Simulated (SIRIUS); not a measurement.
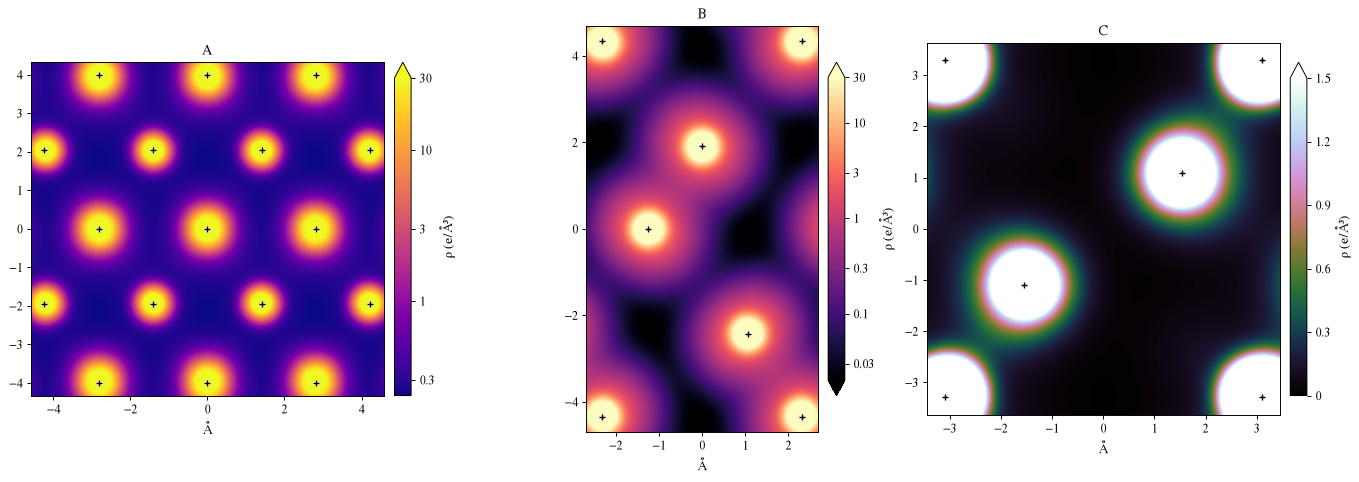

The electron density of 3 systems, each on a plane through atoms (crosses mark nuclei in the plane).

Computed with SIRIUS 7.12.0, Kohn-Sham DFT of a periodic cell, PBEsol, all-electron FP-LAPW.

System 1: ZrSe2, the (110) plane of the conventional cell. Space group P-3m1.

System 2: Br, the (100) plane of the conventional cell. Space group Cmce; not relaxed (largest force 0.7 eV/Å).

```cif
data_structure
_symmetry_space_group_name_H-M 'P 1'
_symmetry_Int_Tables_number 1
_cell_length_a 6.7265
_cell_length_b 4.6451
_cell_length_c 8.7023
_cell_angle_alpha 90.000
_cell_angle_beta 90.000
_cell_angle_gamma 90.000
_cell_volume 271.91
loop_
_atom_site_label
_atom_site_type_symbol
_atom_site_fract_x
_atom_site_fract_y
_atom_site_fract_z
_atom_site_occupancy
Br1 Br 0.00000 0.63490 0.39010 1
Br2 Br 0.50000 0.13490 0.39010 1
Br3 Br 0.00000 0.86510 0.89010 1
Br4 Br 0.50000 0.36510 0.89010 1
Br5 Br 0.00000 0.36510 0.60990 1
Br6 Br 0.50000 0.86510 0.60990 1
Br7 Br 0.00000 0.13490 0.10990 1
Br8 Br 0.50000 0.63490 0.10990 1
```

System 3: AlCo, the (011) plane of the conventional cell. Space group P4mm; a structure from a database of computed crystals, not necessarily the ambient phase; not relaxed (largest force 0.6 eV/Å); spin-polarised.

```yaml
crystal:
  lattice:
    - [0.00000, 2.81940, 0.00000]
    - [0.00000, 0.00000, 2.81940]
    - [2.81940, 0.00000, 0.00000]
  atoms:
    - { symbol: Co, position: [0.00000, 0.00000, 0.51882] }
    - { symbol: Al, position: [0.50008, 0.49910, 0.99106] }
```

Match each panel to its system.

Panel A is system 3, AlCo: the plane holds Co and Al. Al–Co (2.40 Å): ρ is about 0.36 e/Å³ halfway, with its minimum of 0.31 e/Å³ about 0.9 Å from Al. Panel B is system 2, Br: the plane holds Br. Br–Br (2.29 Å): ρ at the midpoint is about 0.75 e/Å³. Panel C is system 1, ZrSe2: the plane holds Zr and Se. Zr–Se (2.68 Å): ρ is about 0.39 e/Å³ halfway.
